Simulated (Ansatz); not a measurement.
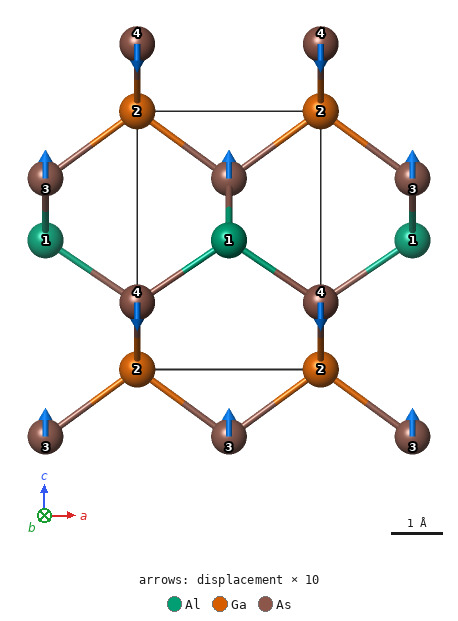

A relaxation of crystalline AlGaAs2 (a generated structure, set up in P-4m2) (coarse preliminary run). The starting structure is drawn; blue arrows show the displacements (the part carried along by the change of the cell is left out), 10 times their true length.

A ball-and-stick model of the cell of the calculation, seen along the b axis.

Case: N → As on all its sites, cell and atoms relaxed.

Method: DFT LDA, scalar-relativistic, plane waves, PAW (Ansatz 0.2.0).

Input file:
```yaml
crystal:
  lattice:
    - [3.5995275633, 0.0, 0.0]
    - [0.0, 3.5995275633, 0.0]
    - [0.0, 0.0, 5.0658318495]
  atoms:
    - { symbol: Al, position: [0.5, 0.5, 0.5] }
    - { symbol: Ga, position: [0.0, 0.0, 0.0] }
    - { symbol: As, position: [0.5, 0.0, 0.7400513254] }
    - { symbol: As, position: [0.0, 0.5, 0.2599486746] }
basis:
  ecutwfc: 420
kpoints:
  mp_grid: { grid: [6, 6, 4] }
hamiltonian:
  xc: lda
scf:
  occupations: { method: gaussian, width: 0.1 }
output:
  forces: true
  stress: true
  eigenvalues: true
relax:
  adjacent_minimum: "off"
  f_tol: 0.05
  max_steps: 60
  cell: { stress_tol: 0.5 }
```

Launched with:
```bash
ansatz run input.yaml --threads 1 --pin off --max-ram 2560MiB --backend cpu --events-out ev --progress --plain --runs-dir out
```

Atoms of which element are displaced furthest, and by how much?

Answer. Arsenic: up to 0.057 Å, against 0.000 Å for gallium.

What happened in the run?

Answer. After 5 accepted moves (7 points after the start) the energy has fallen by 2.429 eV per cell of the calculation. The largest force component goes from 1.2 to 0.0012 eV/Å. Pressure: 43.08 GPa at the start and 0.06 GPa at the end. At 2 points the geometry stayed and the basis and grid were re-selected for the new cell (energy shift of 34.4 meV per cell of the calculation at most each time). The largest moves relative to the cell, 0.057 Å, are those of As3 and As4. As3 goes along +c. Ga and Al stay in place. The drawn cell changes as follows: a = b 3.600 → 3.976 Å (+10.5 %), c 5.066 → 5.601 Å (+10.6 %); the volume changes by +34.9 %. Among the contacts that change: Al1–As3 2.172 → 2.432 Å, Ga2–As3 2.230 → 2.431 Å. Bond angles that change, for instance: As3–Al1–As3 111.9° → 109.6°, Al1–As3–Al1 111.9° → 109.6°, Ga2–As3–Ga2 107.6° → 109.7°. The space group stays P-4m2 (No. 115).
